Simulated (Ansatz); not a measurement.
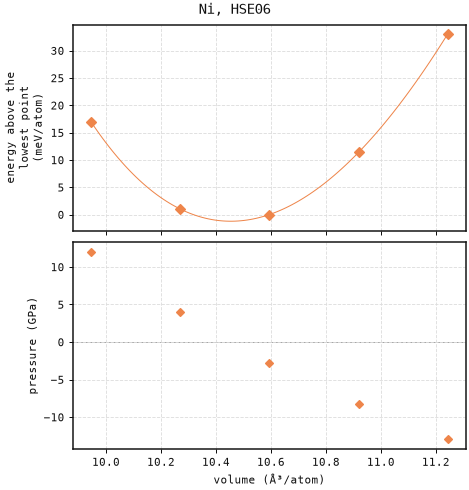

How it was computed, with Ansatz 0.2.0 development build: equation of state of a cubic crystal from periodic Kohn-Sham density functional theory without spin, third-order Birch-Murnaghan fit to the free energies; pressure corrected for the finite basis. Level: HSE06.

```json
{"setting": "structure type", "value": "fcc"}
{"setting": "atoms in cell", "value": "1"}
{"setting": "space group number", "value": "225"}
{"setting": "lattice centring", "value": "face-centred primitive"}
{"setting": "k mesh", "value": "6×6×6"}
{"setting": "occupation method", "value": "Fermi–Dirac"}
{"setting": "occupation width", "value": "0.1 eV"}
{"setting": "wave cutoff", "value": "920 eV"}
{"setting": "datasets", "value": "hand-made PAW"}
{"setting": "density tolerance", "value": "0 eV"}
{"setting": "bands", "value": "13"}
{"setting": "density cutoff ratio", "value": "4"}
{"setting": "search for lower states", "value": "default"}
{"setting": "exchange singularity", "value": "regularized"}
```

**Figure.** Energy above the lowest point and pressure against volume for Ni, space group Fm-3m (No. 225) (one of a set of cubic test structures, which need not be the stable phase).

A third-order Birch–Murnaghan fit gives V0 = 10.45 Å³/atom, B0 = 213 GPa and B′ = 5.0. The energy above the lowest point is 16.9 meV/atom at volume 9.95 Å³/atom and 33.1 meV/atom at 11.24 Å³/atom; the lowest computed point is at volume 10.59 Å³/atom (0.0 meV/atom). The pressure falls from 12.0 GPa at volume 9.95 Å³/atom to −12.9 GPa at 11.24 Å³/atom, and changes sign near 10.46 Å³/atom.

Caveats: coarse k-mesh, values are not converged in k; known magnet treated without spin, far from its ground state.
